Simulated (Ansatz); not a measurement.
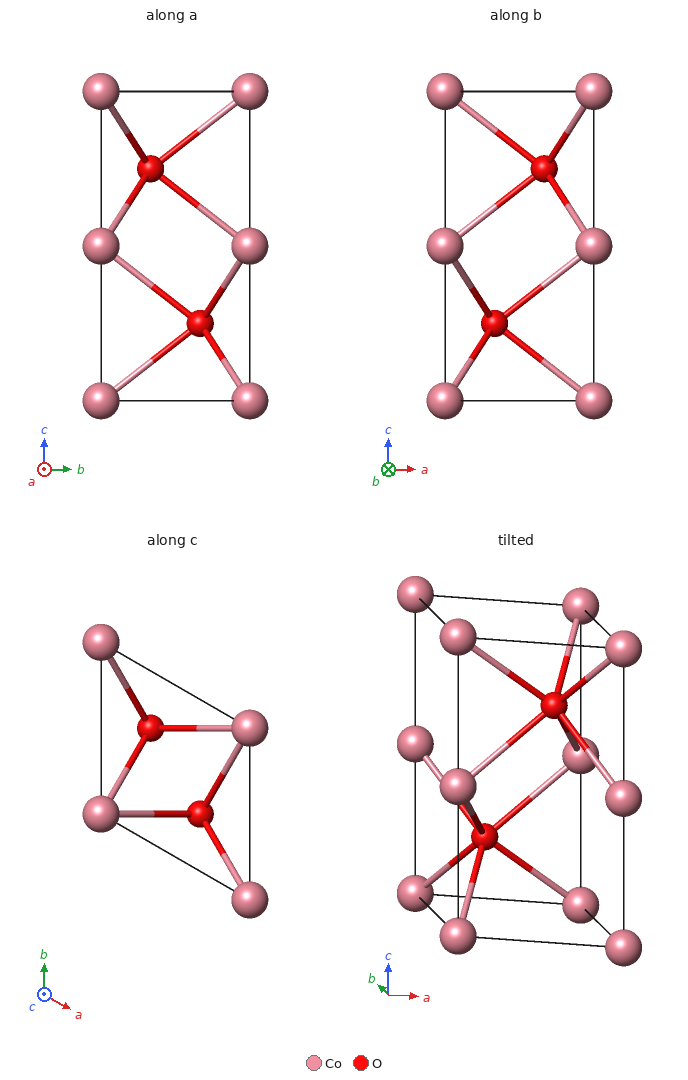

Structure drawing (ball-and-stick), viewed along the a axis, along the b axis, along the c axis and slightly off an axis. The frame is the conventional unit cell; atoms at its boundary are shown with their periodic copies.

Lattice parameters: a = 2.8512 Å, b = 2.8512 Å, c = 5.1352 Å, α = 90.000°, β = 90.000°, γ = 120.000°.

Question: From the views, write a CIF in P1 with every atom of the cell.

Answer:
```cif
data_structure
_symmetry_space_group_name_H-M 'P 1'
_symmetry_Int_Tables_number 1
_cell_length_a 2.8512
_cell_length_b 2.8512
_cell_length_c 5.1352
_cell_angle_alpha 90.000
_cell_angle_beta 90.000
_cell_angle_gamma 120.000
_cell_volume 36.15
loop_
_atom_site_label
_atom_site_type_symbol
_atom_site_fract_x
_atom_site_fract_y
_atom_site_fract_z
_atom_site_occupancy
Co1 Co 0.0000 0.0000 0.0000 1
Co2 Co 0.0000 0.0000 0.5000 1
O1 O 0.3333 0.6667 0.2500 1
O2 O 0.6667 0.3333 0.7500 1
```

The model was built from a structure type filled with these elements by a generator (whether the compound takes this form wasn't checked). Earlier steps of the study, as a rule a relaxation of our own, may have changed the cell and positions, so they can lie some per cent off the listed ones. Ansatz was used for an electronic-structure calculation on it.
